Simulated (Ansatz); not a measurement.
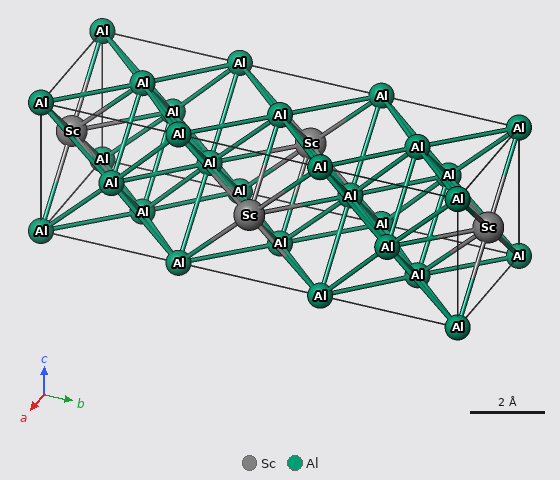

Phonons of solid ScAl5 (a generated structure), space group Cmmm (No. 65), at the zone centre. A ball-and-stick model of the conventional cell (2 times the calculation's cell), seen from a free direction. Lengths and directions refer to the drawn axes.

All numbers below come from DFT PBE, scalar-relativistic, plane waves, PAW in Ansatz.

Input file:
```yaml
crystal:
  lattice:
    - [2.045614792, -6.1911846574, 0.0]
    - [2.045614792, 6.1911846574, 0.0]
    - [0.0, 0.0, 4.0789114555]
  atoms:
    - { symbol: Sc, position: [0.5, 0.5, 0.5] }
    - { symbol: Al, position: [0.0, 0.0, 0.0] }
    - { symbol: Al, position: [0.3299930394, 0.6700069606, 0.0] }
    - { symbol: Al, position: [0.6700069606, 0.3299930394, 0.0] }
    - { symbol: Al, position: [0.8310105997, 0.1689894003, 0.5] }
    - { symbol: Al, position: [0.1689894003, 0.8310105997, 0.5] }
basis:
  ecutwfc: 420
kpoints:
  mp_grid: { grid: [10, 10, 10] }
hamiltonian:
  xc: pbe
scf:
  occupations: { method: fermi_dirac, width: 0.15 }
output:
  eigenvalues: true
phonons:
  method: dfpt
  eigenvectors: true
```

Command:
```bash
ansatz run input.yaml --threads 1 --pin off --max-ram 2560MiB --backend cpu --events-out ev --progress --plain --runs-dir out
```

The frequencies depend somewhat on the k-mesh and the smearing.

> List the optical modes.

The calculation's cell holds 6 atoms, so there are 15 optical modes, in 15 levels. The optical modes span 2B₃g + 2B₁g + 3B₂u + 3B₁u + 3B₃u + 2A_g. No level is unstable.

```tsv
level	symmetry	frequency (cm⁻¹)	activity
1	B₃g	169	Raman-active
2	B₁g	179	Raman-active
3	B₂u	184	infrared-active
4	B₁u	190	infrared-active
5	B₃u	192	infrared-active
6	B₃u	214	infrared-active
7	B₃g	220	Raman-active
8	B₂u	224	infrared-active
9	A_g	231	Raman-active
10	B₁u	266	infrared-active
11	B₂u	280	infrared-active
12	A_g	283	Raman-active
13	B₁g	290	Raman-active
14	B₃u	313	infrared-active
15	B₁u	317	infrared-active
```

The crystal is a metal, so free carriers screen the infrared response.

The modes drawn as arrows, 6 of the levels:

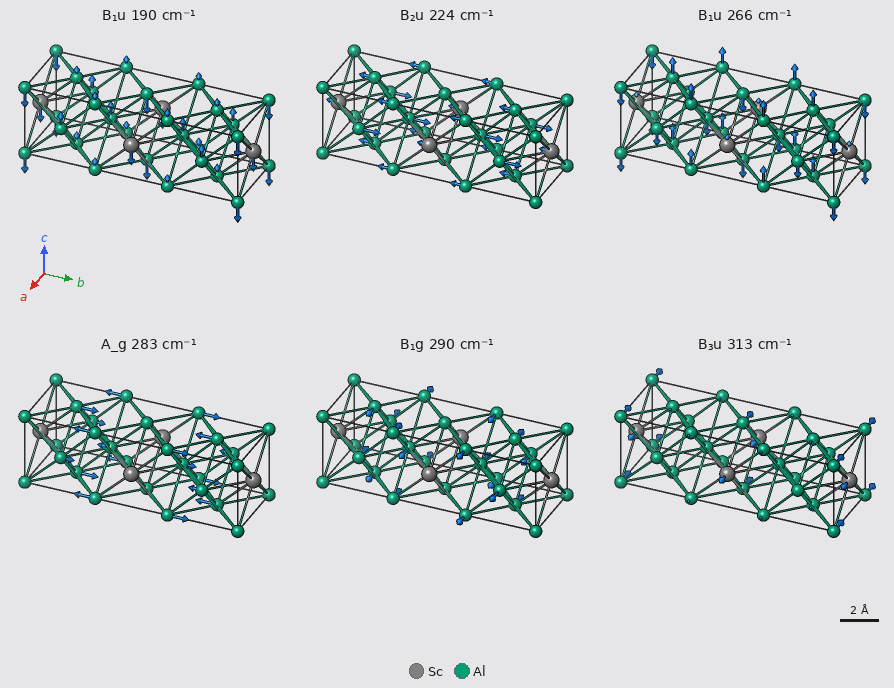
